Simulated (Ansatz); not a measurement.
## Two runs on Ga

System: Ga (P2₁/m, 2 atoms in the cell).
Method of run 1: Kohn-Sham DFT of a periodic cell, LDA, all-electron LAPW, scalar-relativistic, no spin polarisation (Ansatz 0.2.0).

The structure derives from a Materials Project entry. Text and figures count atoms from 1; the logs count them from 0 in places.

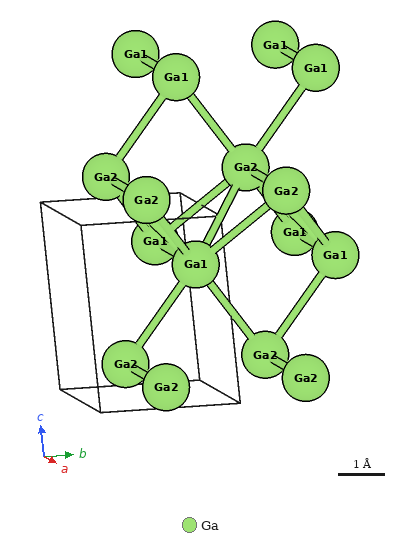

Figure 1. The starting structure (ball-and-stick view of the cell of the calculation, repeated 2 × 2 × 2, seen slightly off an axis; atoms are numbered from 1 in the order of the input). Near neighbours in the crystal (not all of them lie inside the picture): Ga has 8 Ga at 2.71 to 2.84 Å.

The input, run 1:
```yaml
crystal:
  lattice:
    - [2.7784220849, 0.0, 0.0]
    - [0.0, 3.28160879, 0.0]
    - [-1.3434310986, 0.0, 3.9902731763]
  atoms:
    - { symbol: Ga, position: [0.13459627, 0.75, 0.77016683] }
    - { symbol: Ga, position: [0.86540373, 0.25, 0.22983317] }
kpoints:
  mp_grid: { grid: [7, 6, 5] }
scf:
  occupations: { method: fermi_dirac, width: 0.05 }
hamiltonian:
  xc: lda
  pseudopotentials: { kind: all_electron, lapw: { basis_error: 0.001 } }
output:
  forces: true
  stress: true
relax:
  f_tol: 0.005
  max_steps: 60
  cell: {}
```

Launched with:
```bash
ansatz run input.yaml --threads 1 --pin off --max-ram 3072MiB --backend cpu --events-out ev --progress --plain --runs-dir out
```

Hardware: 1 thread of Arm Neoverse V1, 24 GiB of memory available, shared host.

Output, shortened to warnings, some set-up lines, iterations and results (run 1):
```
Basis set: ecut = 271.11543452587324 eV, 377 PW (Γ), exchange–correlation at level 2
Symmetry: 4 space group operations
k-points: 72 of 210
Initial density: superposition of atomic densities (chi_scale 0.1, normalization cell)
[...]
SCF iter   1: F=—  HF=-105647.820991 eV  |F-HF|=—  |Δ(HF+E_count)|=         —  Δρ=1.29e-2  dr2=3.70e-2  ethr=8.77e-5  ⟨swp⟩=3.0  Hψ=12567  notcnv=0
SCF iter   2: F=—  HF=-105647.750462 eV  |F-HF|=—  |Δ(HF+E_count)|=   7.05e-2  Δρ=7.43e-3  dr2=1.49e-2  ethr=8.77e-5  ⟨swp⟩=2.0  Hψ=5616  notcnv=0
SCF iter   3: F=—  HF=-105647.736031 eV  |F-HF|=—  |Δ(HF+E_count)|=   1.44e-2  Δρ=5.65e-3  dr2=8.90e-3  ethr=3.56e-5  ⟨swp⟩=2.0  Hψ=5275  notcnv=0
SCF iter   4: F=—  HF=-105647.733790 eV  |F-HF|=—  |Δ(HF+E_count)|=   2.24e-3  Δρ=3.07e-3  dr2=2.87e-3  ethr=2.12e-5  ⟨swp⟩=2.0  Hψ=5275  notcnv=0
SCF iter   5: F=—  HF=-105647.733344 eV  |F-HF|=—  |Δ(HF+E_count)|=   4.46e-4  Δρ=6.59e-4  dr2=1.55e-4  ethr=3.69e-7  ⟨swp⟩=2.0  Hψ=9110  notcnv=0
[... 78 lines ...]
relax step  11: F+E_penalty+E_count = -105647.77361243 eV  Δ(F+E_penalty+E_count) = -2.865e-5 eV  max|allowed force component| = 2.733e-3 eV/Å  Δτ_max = 0.0014 Å  P = -0.006 …
SCF iter   1: F=—  HF=-105647.773667 eV  |F-HF|=—  |Δ(HF+E_count)|=         —  Δρ=1.34e-5  dr2=4.50e-8  ethr=1.25e-10  ⟨swp⟩=4.9  Hψ=14026  notcnv=0  reapply=29
SCF iter   2: F=-105647.773667 eV  HF=-105647.773667 eV  |F-HF|=2.53e-9  |Δ(HF+E_count)|=   2.37e-8  Δρ=8.58e-6  dr2=2.39e-8  ethr=1.07e-10  ⟨swp⟩=2.0  Hψ=5262  notcnv=0
SCF 12 converged in 2 iterations: F = -105647.773667 eV  dr2 = 2.39e-8
relax step  12: F+E_penalty+E_count = -105647.77366672 eV  Δ(F+E_penalty+E_count) = -5.429e-5 eV  max|allowed force component| = 2.738e-3 eV/Å  Δτ_max = 0.0000 Å  P = -0.006 …
basis re-selected at this cell: Δ(F+E_penalty+E_count) = -5.429e-5 eV, ΔP = +0.000 GPa vs the last step (what re-selecting the basis moved, after the strain that the cell walked since its last selection, with what the two solves' SCF thresholds leave and, on support functions, any second-order …
SCF converged after 2 iterations
Free energy (F): -105647.773667 eV
Harris-Foulkes:  -105647.773667 eV  (|F-HF|=2.53e-9)
Internal energy: -105647.769264 eV  (E = F + TS)
E sigma→0 (E₀):  -105647.771465 eV
Entropy (-TS):   -0.004403 eV (-2.201 meV/atom)
Fermi energy:    12.579061 eV
--- Per-component energies (eV) ---
  E_band       = -1497.928067
  E_kinetic    = 107683.911933
  E_xc         = -3964.928525
  E_electrostatic = -209366.752672  (all electrons and nuclei)
  E_smearing   = -0.004403  (= −TS)
  E_closure    = 0.000000  (closes the sum)
  E_atoms      = -105640.645478  (free atoms, spherical and without spin; not in F)
  Σ components = -105647.773667   (vs F -105647.773667, Δ=0.00e0)
  Basis errors (estimates in eV, not in F): energy 3.4e-4 per atom: plane waves 3.2e-4 (1.7e-4 summed), levels above the bands 6.1e-46, relativity 2.4e-9, radial functions 2.6e-5, core shells 1.2e-10; eigenvalues (radial functions only) 1.6e-6; not estimated: angular momenta, meshes, grids; target …
--- Forces (eV/Å), atoms counted from 1 ---
  atom   1  Ga     0.00042353     0.00000000     0.00273793
  atom   2  Ga    -0.00042353    -0.00000000    -0.00273793
  max |Σ_I F_I| component: 0.00e0 eV/Å
--- Stress (GPa, compression-positive) ---
       -0.044479       0.000000      -0.008105
        0.000000      -0.004219       0.000000
       -0.008105       0.000000       0.029325
  P = ⅓ Tr σ = -0.0065 GPa (-0.065 kbar)
--- Relaxed structure (11 steps of the walk, 8 accepted, 1 SCFs on fresh bases) ---
  F+E_penalty+E_count = -105647.77366672 eV   max|allowed force component| = 2.738e-3 eV/Å   (the final SCF, on the basis selected at the relaxed cell)
  cell:  # Å, volume = 34.7518 Å³
    - [2.74095589939909, -7.491709158414268e-18, -0.029248427834528995]
    - [-8.848496691697084e-18, 3.3613089628070307, -1.7696993383393918e-17]
[...]
```

For run 2 the input was changed thus:
```diff
+magnetization:
+  noncollinear: true
+  spin_orbit: true
```

What does this change do to the results?

Spin–orbit coupling is switched on. The total energies belong to different models, so their difference says nothing on which is more stable or more accurate. The SCF takes 70 iterations over all geometry steps against 64. On the same kind of shared host run 2 took about 11 times as long.

Output, shortened to warnings, some set-up lines, iterations and results (run 2):
```
Basis set: ecut = 271.1193452831741 eV, 377 PW (Γ), exchange–correlation at level 2
Symmetry: 4 space group operations + 4 with time reversal
k-points: 72 of 210
Initial density: superposition of atomic densities (chi_scale 0.1, normalization cell)
[...]
SCF iter   1: F=—  HF=-105652.234686 eV  |F-HF|=—  |Δ(HF+E_count)|=         —  Δρ=1.29e-2  dr2=3.70e-2  dr2_m=0.00e0 (ungated)  ethr=8.76e-5  |M|=0.00e0 ∫|m|=0.00e0 μB  …
SCF iter   2: F=—  HF=-105652.165351 eV  |F-HF|=—  |Δ(HF+E_count)|=   6.93e-2  Δρ=9.52e-3  dr2=2.21e-2  dr2_m=0.00e0 (ungated)  ethr=8.76e-5  |M|=0.00e0 ∫|m|=0.00e0 μB  …
SCF iter   3: F=—  HF=-105652.150490 eV  |F-HF|=—  |Δ(HF+E_count)|=   1.49e-2  Δρ=6.19e-3  dr2=1.04e-2  dr2_m=0.00e0 (ungated)  ethr=5.26e-5  |M|=0.00e0 ∫|m|=0.00e0 μB  …
SCF iter   4: F=—  HF=-105652.147140 eV  |F-HF|=—  |Δ(HF+E_count)|=   3.35e-3  Δρ=2.32e-3  dr2=1.89e-3  dr2_m=0.00e0 (ungated)  ethr=2.49e-5  |M|=0.00e0 ∫|m|=0.00e0 μB  …
SCF iter   5: F=—  HF=-105652.147077 eV  |F-HF|=—  |Δ(HF+E_count)|=   6.35e-5  Δρ=2.44e-4  dr2=2.46e-5  dr2_m=0.00e0 (ungated)  ethr=5.88e-8  |M|=0.00e0 ∫|m|=0.00e0 μB  …
[... 86 lines ...]
relax step  12: F+E_penalty+E_count = -105652.18772701 eV  Δ(F+E_penalty+E_count) = -2.384e-6 eV  max|allowed force component| = 1.878e-3 eV/Å  Δτ_max = 0.0007 Å  P = -0.008 …
SCF iter   1: F=—  HF=-105652.187780 eV  |F-HF|=—  |Δ(HF+E_count)|=         —  Δρ=9.34e-6  dr2=1.96e-9  dr2_m=0.00e0 (ungated)  ethr=1.48e-11  |M|=0.00e0 ∫|m|=0.00e0 μB  …
SCF iter   2: F=-105652.187780 eV  HF=-105652.187780 eV  |F-HF|=1.95e-8  |Δ(HF+E_count)|=   2.05e-8  Δρ=6.66e-6  dr2=1.16e-9  dr2_m=0.00e0 (ungated)  ethr=4.66e-12  …
SCF 13 converged in 2 iterations: F = -105652.187780 eV  dr2 = 1.16e-9
relax step  13: F+E_penalty+E_count = -105652.18778022 eV  Δ(F+E_penalty+E_count) = -5.321e-5 eV  max|allowed force component| = 1.890e-3 eV/Å  Δτ_max = 0.0000 Å  P = -0.008 …
basis re-selected at this cell: Δ(F+E_penalty+E_count) = -5.321e-5 eV, ΔP = -0.000 GPa vs the last step (what re-selecting the basis moved, after the strain that the cell walked since its last selection, with what the two solves' SCF thresholds leave and, on support functions, any second-order …
SCF converged after 2 iterations
Magnetization: |M| = 0.0000 μB,  M = (+0.0000, +0.0000, +0.0000) μB
Absolute magnetization: 0.0000 μB (∫|m|)
  site 0: m = (+0.0000, +0.0000, +0.0000) μB, |m| = 0.0000 μB  (R = 1.29 Å)
  site 1: m = (+0.0000, +0.0000, +0.0000) μB, |m| = 0.0000 μB  (R = 1.29 Å)
Free energy (F): -105652.187780 eV
Harris-Foulkes:  -105652.187780 eV  (|F-HF|=1.95e-8)
Internal energy: -105652.183331 eV  (E = F + TS)
E sigma→0 (E₀):  -105652.185556 eV
Entropy (-TS):   -0.004449 eV (-2.224 meV/atom)
Fermi energy:    12.584346 eV
--- Per-component energies (eV) ---
  E_band       = -1498.099470
  E_kinetic    = 107705.990198
  E_xc         = -3965.249338
  E_electrostatic = -209392.924191  (all electrons and nuclei)
  E_smearing   = -0.004449  (= −TS)
  E_closure    = 0.000000  (closes the sum)
  E_atoms      = -105645.054889  (free atoms, spherical and without spin; not in F)
  Σ components = -105652.187780   (vs F -105652.187780, Δ=0.00e0)
  Basis errors (estimates in eV, not in F): energy 3.4e-4 per atom: plane waves 3.2e-4 (1.7e-4 summed), levels above the bands 2.5e-46, relativity 2.3e-9, radial functions 2.6e-5, core shells 1.2e-10; eigenvalues (radial functions only) 1.6e-6; not estimated: angular momenta, meshes, grids; target …
--- Forces (eV/Å), atoms counted from 1 ---
  atom   1  Ga     0.00039682     0.00000000    -0.00189001
  atom   2  Ga    -0.00039682    -0.00000000     0.00189001
  max |Σ_I F_I| component: 0.00e0 eV/Å
--- Stress (GPa, compression-positive) ---
       -0.001045       0.000000      -0.019156
        0.000000      -0.015369       0.000000
       -0.019156       0.000000      -0.008436
  P = ⅓ Tr σ = -0.0083 GPa (-0.083 kbar)
--- Relaxed structure (12 steps of the walk, 9 accepted, 1 SCFs on fresh bases) ---
[...]
```

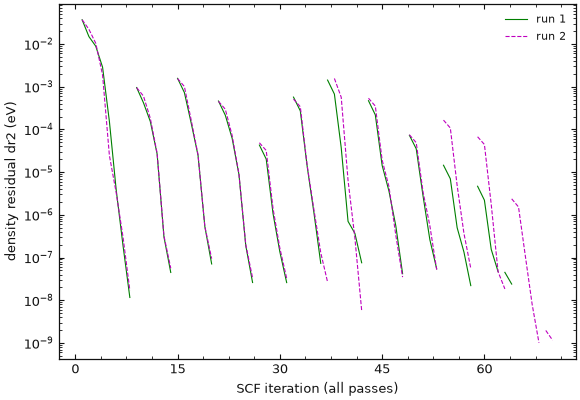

Figure 2. Convergence of the two runs: density residual dr2 against the SCF iteration. A break in a curve parts two SCF passes. Run 1 takes 64 iterations in all, and run 2 takes 70.

The two runs side by side:

| quantity | run 1 | run 2 |
| --- | --- | --- |
| outcome | converged | converged |
| free energy per atom (eV) | −52823.8868 | −52826.0939 |
| energy per atom, smearing taken to zero (eV) | −52823.8857 | −52826.0928 |
| pressure (GPa) | −0.01 | −0.01 |
| volume per atom (Å³) | 17.38 | 17.37 |
| largest force (eV/Å) | 0.003 | 0.002 |
| SCF iterations | 64 | 70 |
| irreducible k-points | 72 | 72 |
| wall time (shared host) | 1.7 min | 20 min |

For both runs: Points of doubt noted for this run: coarse mesh for a metal.
